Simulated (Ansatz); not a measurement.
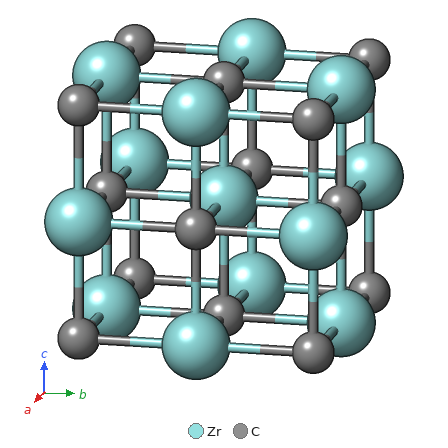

System: ZrC, space group Fm-3m (No. 225). The picture shows the conventional cell.

Structure:
```cif
data_structure
_symmetry_space_group_name_H-M 'P 1'
_symmetry_Int_Tables_number 1
_cell_length_a 3.3237
_cell_length_b 3.3237
_cell_length_c 3.3237
_cell_angle_alpha 60.000
_cell_angle_beta 60.000
_cell_angle_gamma 60.000
_cell_volume 25.96
loop_
_atom_site_label
_atom_site_type_symbol
_atom_site_fract_x
_atom_site_fract_y
_atom_site_fract_z
_atom_site_occupancy
Zr1 Zr 0.50000 0.50000 0.50000 1
C1 C 0.00000 0.00000 0.00000 1
```

Computed with Ansatz 0.2.0: periodic Kohn-Sham DFT of a crystal at fixed atoms, scaled to the stated factor times the given cell; pressure positive in compression. Level: PBE.

| setting | value |
| --- | --- |
| method | all-electron PAW |
| relativity | scalar |
| k mesh | 15×15×15 |
| occupations | Fermi–Dirac |
| smearing width | 0.05 eV |
| nucleus | Gaussian |

V(given) is 12.98 Å³/atom.

Predict the pressure against V/V(given). The V/V(given) takes the values 0.9400, 0.9405, 0.9600, 0.9800, 0.9900, 1.0000, 1.0100, 1.0200, 1.0400, 1.0600.

The pressure falls from 17.1 GPa at V/V(given) 0.9400 to −10.5 GPa at 1.0600, and changes sign near 1.006. The volume at zero pressure from a fit of the pressures is 13.1 Å³/atom. The bulk modulus from that fit is 222 GPa.

```csv
V/V(given),pressure (GPa)
0.9400,17.1
0.9405,17.0
0.9600,11.3
0.9800,6.0
0.9900,3.6
1.0000,1.2
1.0100,-1.0
1.0200,-3.1
1.0400,-7.0
1.0600,-10.5
```

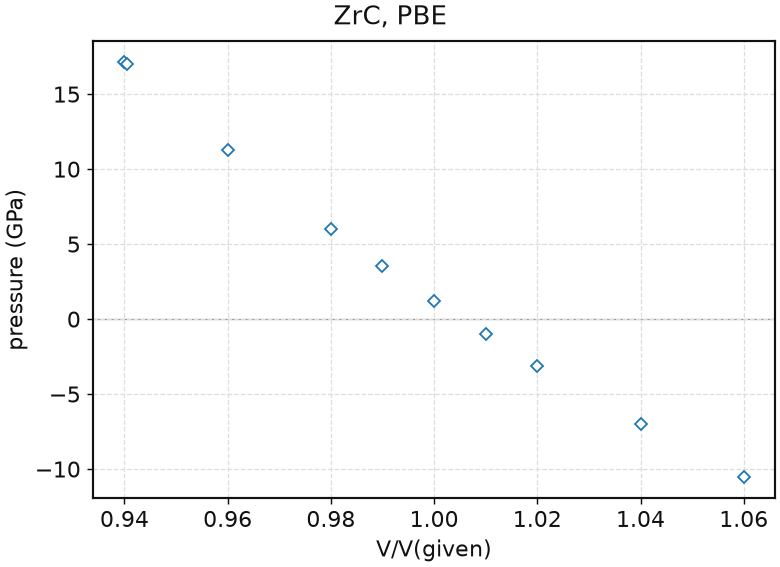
